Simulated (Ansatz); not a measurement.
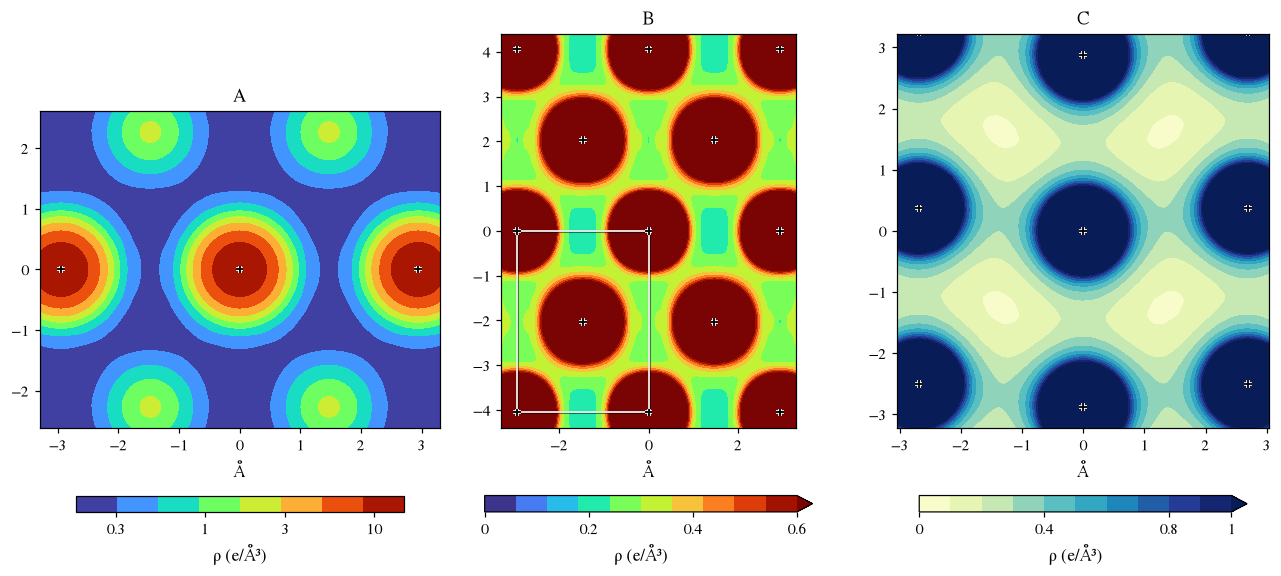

The valence pseudo-density of 3 systems, each on a plane through atoms (crosses mark nuclei in the plane).

Computed with DFT PBEsol, scalar-relativistic, plane waves, PAW in Ansatz.

System 1: Ge, the (100) plane of the conventional cell. Space group Imma; a structure from a database of computed crystals, not necessarily the ambient phase; changed on purpose from its base cell (strain +0.015 along x and y, +0.000 along z, atoms carried along); computed pressure about −4 GPa in this cell.

```yaml
crystal:
  lattice:
    - [5.06667, 0.00000, 0.00000]
    - [0.00000, 5.38125, 0.00000]
    - [0.00000, 0.00000, 2.87389]
  atoms:
    - { symbol: Ge, position: [0.50000, 0.25000, 0.43594] }
    - { symbol: Ge, position: [0.00000, 0.75000, 0.93594] }
    - { symbol: Ge, position: [0.00000, 0.25000, 0.06406] }
    - { symbol: Ge, position: [0.50000, 0.75000, 0.56406] }
```

System 2: Au, the (100) plane of the conventional cell. Space group P6₃/mmc.

```xyz
2
Lattice="2.9459 0.0000 0.0000 -1.4730 2.5513 0.0000 0.0000 0.0000 4.5315" Properties=species:S:1:pos:R:3 pbc="T T T"
Au    0.0000    1.7008    3.3987
Au    1.4730    0.8504    1.1329
```

System 3: TiCo, the (101) plane of the conventional cell. Space group P4/mmm; a structure from a database of computed crystals, not necessarily the ambient phase; changed on purpose from its base cell (strain +0.000 along x and y, -0.050 along z, atoms carried along); computed pressure about 10 GPa in this cell; the program warned that a starting moment wasn't kept; spin-polarised, but the moments vanished.

```
Ti Co
1.0
     2.93850    0.00000    0.00000
     0.00000    2.93850    0.00000
     0.00000    0.00000    2.79158
Ti Co
1 1
Cartesian
  0.0000 0.0000 0.0000
  1.4693 1.4693 1.3958
```

Match each panel to its system.

Answer. Panel A is system 2, Au: the plane holds Au. Au–Au (2.95 Å): the density is about 0.25 e/Å³ at the midpoint. Panel B is system 3, TiCo: the plane holds Ti and Co. Ti–Co (2.50 Å): ρ is about 0.33 e/Å³ halfway. Panel C is system 1, Ge: the plane holds Ge. Ge–Ge (2.72 Å): the density is about 0.31 e/Å³ at the midpoint.
